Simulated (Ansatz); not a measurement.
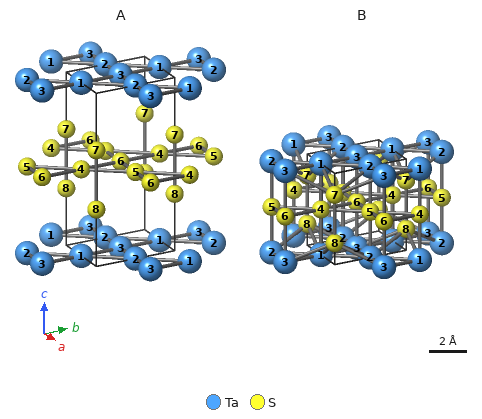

Two geometries of crystalline Ta3S5 (a generated structure, set up in P6/mmm) (coarse preliminary run), drawn at one scale. One is the start of a relaxation, the other its converged end. Style: ball-and-stick. Shown: the cell of the calculation, slightly off an axis.

Computed with Ansatz 0.2.0, DFT PBE, scalar-relativistic, plane waves, PAW. (plane-wave cutoff 420 eV; k-point mesh 3 × 3 × 2; occupations gaussian; smearing width 0.1 eV; collinear spin; cell and atoms relaxed; force threshold 0.04 eV/Å; at most 70 steps)

Question: Which one is relaxed?

Answer: Structure B is the relaxed one. After 17 accepted moves (18 points after the start) the energy has fallen by 2310 meV per atom. The largest force component goes from 0.066 to 0.0062 eV/Å. Pressure: −10.76 GPa at the start and 0.16 GPa at the end. At 1 point the geometry stayed and the basis and grid were re-selected for the new cell (energy shift of 0.5 meV per atom at most each time). The largest moves relative to the cell, 0.48 Å, are those of S7 and S8. S8 goes along −c. Ta stays in place. The volume changes by −56.2 %, with a = b 6.086 → 5.550 Å (−8.8 %), c 9.603 → 5.059 Å (−47.3 %). Near-neighbour distances that change, for instance: S7–S8 6.321 → 2.379 Å, Ta1–S4 4.802 → 2.530 Å, Ta1–S7 4.387 → 3.019 Å, S7–S8 (another image) 3.282 → 2.681 Å. New bonds form: S7–S8 (6.32 → 2.38 Å), Ta1–S4 (4.80 → 2.53 Å), Ta1–S7 (4.39 → 3.02 Å), Ta1–S8 (4.39 → 3.02 Å). The space group stays P6/mmm (No. 191). The program noted that the starting moments weren't kept. Cost: 4 min on 1 thread of Arm Neoverse V2, on a shared host, peak memory 0.63 GiB.
